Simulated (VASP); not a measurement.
**Run report: BeSe, band-structure calculation (part 1 of 2)**

BeSe (F-43m, 2 atoms in the cell), computed with DFT, PBE, plane waves, PAW (VASP 6.6.1).

The structure was built on a prototype by a generator. The geometry comes from this level: r2SCAN.

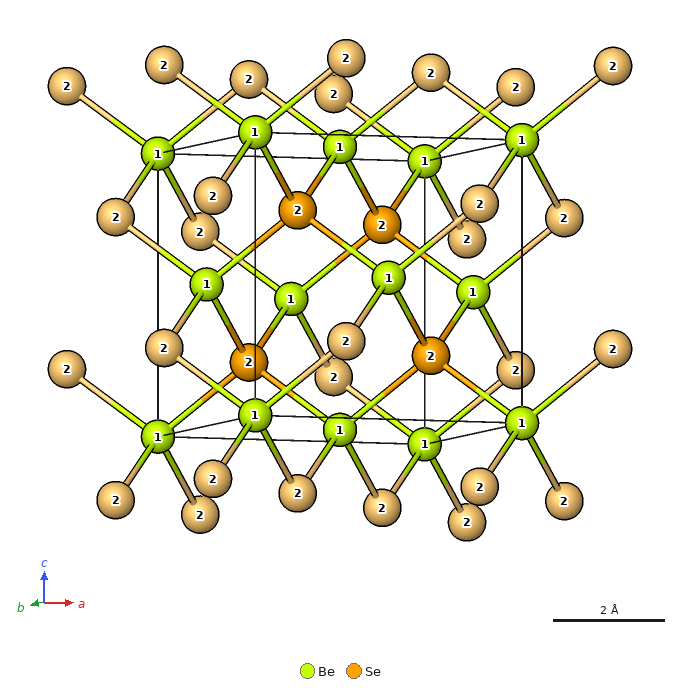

The structure (ball-and-stick view of the cell 4 times as large as that of the calculation, set on its symmetry axes, seen at an oblique angle; neighbours outside the cell are drawn fainter; atoms are numbered from 1 in the order of the input). Near neighbours in the crystal (not all of them lie inside the picture): Be has 4 Se at 2.24 Å; Se has 4 Be at 2.24 Å.

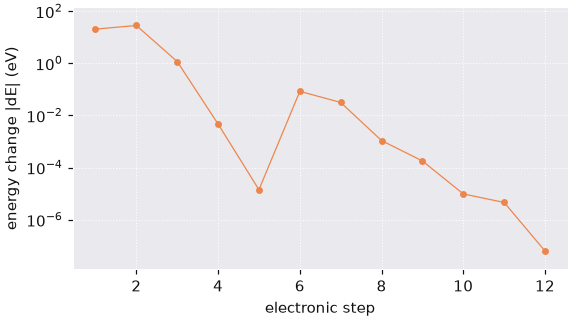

Convergence of the self-consistent field: energy change |dE| against the electronic step. It takes 12 electronic steps. The density is held fixed in the first few steps, and dE rises again when its update begins.

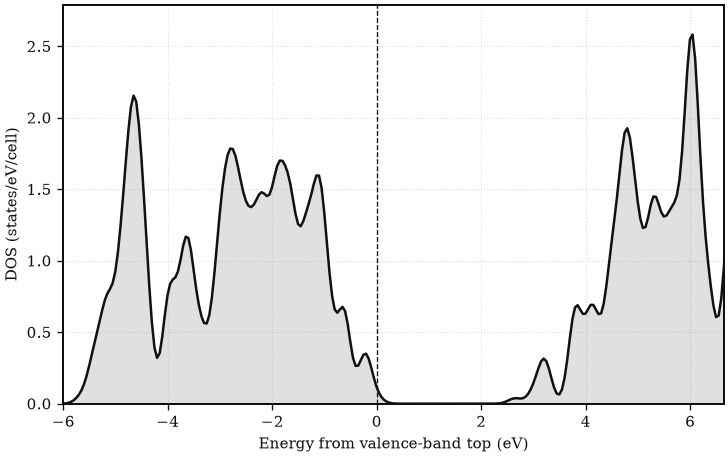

Density of states (the curve is built from the levels of the k mesh with Gaussians 0.3 eV wide, which also blur the band edges), with energies from the valence-band top. There is a gap of 2.64 eV on the k-point mesh. Small ripples come from the finite k-point mesh.

These pictures come from the run below.

INCAR
```
ENCUT = 520.000000
SIGMA = 0.020000
EDIFF = 1.00e-07
GGA = PE
PREC = Accurate
IBRION = -1
ISIF = 2
ISMEAR = -1
NBANDS = 11
NELM = 120
NSW = 0
LASPH = .TRUE.
LCHARG = .TRUE.
LELF = .TRUE.
LWAVE = .FALSE.
LREAL = .FALSE.
```

KPOINTS
```
KPOINTS created by Atomic Simulation Environment
0
Gamma
8 8 8
0 0 0
```

KPOINTS_OPT
```
special points
6
Reciprocal
0.0000000000 0.0000000000 0.0000000000 1
0.5000000000 0.0000000000 0.5000000000 1
0.5000000000 0.2500000000 0.7500000000 1
0.3750000000 0.3750000000 0.7500000000 1
0.5000000000 0.5000000000 0.5000000000 1
0.6250000000 0.2500000000 0.6250000000 1
```

POSCAR
```
Be Se
 1.0000000000000000
    -0.0000000000000000    2.5810353740689878    2.5810353740689878
     2.5810353740689878    0.0000000000000000    2.5810353740689878
     2.5810353740689878    2.5810353740689878    0.0000000000000000
 Be  Se
   1   1
Cartesian
  0.0000000000000000  0.0000000000000000  0.0000000000000000
  1.2905176870344939  1.2905176870344939  1.2905176870344939
```

Launch command:
```bash
mpirun -np 1 vasp_std
```

OSZICAR
```
N       E                     dE             d eps       ncg     rms          rms(c)
DAV:   1     0.205828301539E+02    0.20583E+02   -0.35668E+03   638   0.604E+02
DAV:   2    -0.779501925202E+01   -0.28378E+02   -0.27029E+02   859   0.108E+02
DAV:   3    -0.896802478966E+01   -0.11730E+01   -0.11713E+01   829   0.220E+01
DAV:   4    -0.897271458051E+01   -0.46898E-02   -0.46892E-02   766   0.157E+00
DAV:   5    -0.897272871531E+01   -0.14135E-04   -0.14135E-04   789   0.904E-02    0.334E+00
DAV:   6    -0.888844562245E+01    0.84283E-01   -0.46627E-02   747   0.112E+00    0.208E+00
DAV:   7    -0.885684946694E+01    0.31596E-01   -0.87522E-02   780   0.154E+00    0.244E-01
DAV:   8    -0.885793736652E+01   -0.10879E-02   -0.24569E-03   713   0.286E-01    0.564E-02
DAV:   9    -0.885811692358E+01   -0.17956E-03   -0.19643E-04   815   0.905E-02    0.289E-02
DAV:  10    -0.885812666757E+01   -0.97440E-05   -0.15004E-05   734   0.203E-02    0.561E-03
DAV:  11    -0.885813126190E+01   -0.45943E-05   -0.66857E-06   745   0.146E-02    0.245E-03
DAV:  12    -0.885813132476E+01   -0.62859E-07   -0.24203E-07   773   0.304E-03
   1 F= -.88581313E+01 E0= -.88581313E+01  d E =-.134782E-10
       N       E                     dE             ncg
DAV:   1     0.332589931650E+03   -0.15039E+04      132
DAV:   2     0.153873787001E+03   -0.17872E+03      172
DAV:   3     0.145615919907E+03   -0.82579E+01      170
DAV:   4     0.145575046942E+03   -0.40873E-01      161
DAV:   5     0.145574910330E+03   -0.13661E-03      178
DAV:   6     0.145574909501E+03   -0.82901E-06      166
DAV:   7     0.145574909496E+03   -0.48394E-08      165
```

Parts of OUTCAR
```
k-points           NKPTS =     29   k-points in BZ     NKDIM =     29   number of bands    NBANDS=     11

   NELECT =       8.0000    total number of electrons

   dimension x,y,z NGX =    28 NGY =   28 NGZ =   28
   dimension x,y,z NGXF=    56 NGYF=   56 NGZF=   56

  energy-cutoff  :      520.00
  volume of cell :       34.39
      direct lattice vectors                 reciprocal lattice vectors
     0.000000000  2.581035374  2.581035374    -0.193720708  0.193720708  0.193720708
     2.581035374  0.000000000  2.581035374     0.193720708 -0.193720708  0.193720708
     2.581035374  2.581035374  0.000000000     0.193720708  0.193720708 -0.193720708

 k-points in reciprocal lattice and weights: KPOINTS created by Atomic Simulation Env
   0.00000000  0.00000000  0.00000000       0.002
   0.12500000  0.00000000  0.00000000       0.016
   0.25000000  0.00000000  0.00000000       0.016
   0.37500000  0.00000000  0.00000000       0.016
   0.50000000  0.00000000  0.00000000       0.008
   0.12500000  0.12500000  0.00000000       0.012
   0.25000000  0.12500000  0.00000000       0.047
   0.37500000  0.12500000  0.00000000       0.047
   0.50000000  0.12500000  0.00000000       0.047
  -0.37500000  0.12500000  0.00000000       0.047
  -0.25000000  0.12500000  0.00000000       0.047
  -0.12500000  0.12500000  0.00000000       0.023
   0.25000000  0.25000000  0.00000000       0.012
   0.37500000  0.25000000  0.00000000       0.047
   0.50000000  0.25000000  0.00000000       0.047
  -0.37500000  0.25000000  0.00000000       0.047
  -0.25000000  0.25000000  0.00000000       0.023
   0.37500000  0.37500000  0.00000000       0.012
   0.50000000  0.37500000  0.00000000       0.047
  -0.37500000  0.37500000  0.00000000       0.023
   0.50000000  0.50000000  0.00000000       0.006
   0.37500000  0.25000000  0.12500000       0.047
   0.50000000  0.25000000  0.12500000       0.094
  -0.37500000  0.25000000  0.12500000       0.047
   0.50000000  0.37500000  0.12500000       0.047
  -0.37500000  0.37500000  0.12500000       0.094
  -0.25000000  0.37500000  0.12500000       0.047
  -0.37500000  0.50000000  0.12500000       0.023
  -0.25000000  0.50000000  0.25000000       0.012

 E-fermi :   3.6540

 k-point     1 :       0.0000    0.0000    0.0000
  band No.  band energies     occupation
      1     -10.4720      2.00000
      2       3.2600      2.00000
      3       3.2600      2.00000
      4       3.2600      2.00000
      5       7.5485      0.00000
      6       8.2707      0.00000
      7       8.2707      0.00000
      8       8.2707      0.00000
      9      15.2309      0.00000
     10      15.7441      0.00000
     11      15.7441      0.00000

 k-point     2 :       0.1250    0.0000    0.0000
  band No.  band energies     occupation
      1     -10.3209      2.00000
      2       1.9599      2.00000
      3       3.0527      2.00000
      4       3.0527      2.00000
      5       7.7915      0.00000
      6       8.6149      0.00000
      7       8.6149      0.00000
      8       9.3530      0.00000
      9      14.8250      0.00000
     10      14.8250      0.00000
     11      15.4157      0.00000

 k-point     3 :       0.2500    0.0000    0.0000
  band No.  band energies     occupation
      1      -9.9106      2.00000
      2      -0.1074      2.00000
      3       2.6443      2.00000
      4       2.6443      2.00000
      5       7.7083      0.00000
      6       9.1565      0.00000
      7       9.1565      0.00000
      8      11.5273      0.00000
      9      14.5085      0.00000
     10      14.5085      0.00000
     11      15.2809      0.00000

 k-point     4 :       0.3750    0.0000    0.0000
  band No.  band energies     occupation
      1      -9.4061      2.00000
      2      -1.7386      2.00000
      3       2.3179      2.00000
      4       2.3179      2.00000
      5       7.5991      0.00000
      6       9.2730      0.00000
      7       9.2730      0.00000
      8      12.9855      0.00000
      9      15.5853      0.00000
     10      15.7546      0.00000
     11      15.7546      0.00000

 k-point     5 :       0.5000    0.0000    0.0000
  band No.  band energies     occupation
      1      -9.1538      2.00000
      2      -2.3806      2.00000
      3       2.1990      2.00000
      4       2.1990      2.00000
      5       7.5553      0.00000
      6       9.2261      0.00000
      7       9.2261      0.00000
      8      13.2393      0.00000
      9      16.7076      0.00000
     10      17.4883      0.00000
     11      17.4883      0.00000

 k-point     6 :       0.1250    0.1250    0.0000
  band No.  band energies     occupation
      1     -10.2706      2.00000
      2       2.1473      2.00000
      3       2.6591      2.00000
      4       2.6591      2.00000
      5       7.7370      0.00000
      6       8.9034      0.00000
      7       9.2164      0.00000
      8       9.2164      0.00000
      9      13.3968      0.00000
     10      15.9728      0.00000
     11      16.0673      0.00000

 k-point     7 :       0.2500    0.1250    0.0000
  band No.  band energies     occupation
      1      -9.9454      2.00000
      2       0.5042      2.00000
      3       2.1864      2.00000
      4       2.3556      2.00000
      5       7.8181      0.00000
      6       9.0946      0.00000
      7       9.9983      0.00000
      8      10.4646      0.00000
      9      13.3124      0.00000
     10      15.9050      0.00000
     11      16.4069      0.00000

 k-point     8 :       0.3750    0.1250    0.0000
  band No.  band energies     occupation
      1      -9.4615      2.00000
      2      -1.1886      2.00000
      3       1.8814      2.00000
      4       1.9005      2.00000
      5       7.9651      0.00000
      6       9.3000      0.00000
      7      10.1995      0.00000
      8      11.3349      0.00000
      9      15.0734      0.00000
     10      16.2245      0.00000
     11      16.7241      0.00000

 k-point     9 :       0.5000    0.1250    0.0000
  band No.  band energies     occupation
      1      -9.0990      2.00000
      2      -2.1455      2.00000
      3       1.4703      2.00000
      4       1.8945      2.00000
      5       8.0265      0.00000
      6       9.2667      0.00000
      7       9.9466      0.00000
      8      12.9385      0.00000
      9      15.3435      0.00000
     10      17.5038      0.00000
     11      17.5926      0.00000

 k-point    10 :      -0.3750    0.1250    0.0000
  band No.  band energies     occupation
      1      -9.1846      2.00000
      2      -1.9356      2.00000
      3       1.3012      2.00000
      4       2.1607      2.00000
      5       8.1826      0.00000
      6       9.3712      0.00000
      7       9.6807      0.00000
      8      13.0798      0.00000
      9      15.1907      0.00000
     10      15.4974      0.00000
     11      17.8159      0.00000
```
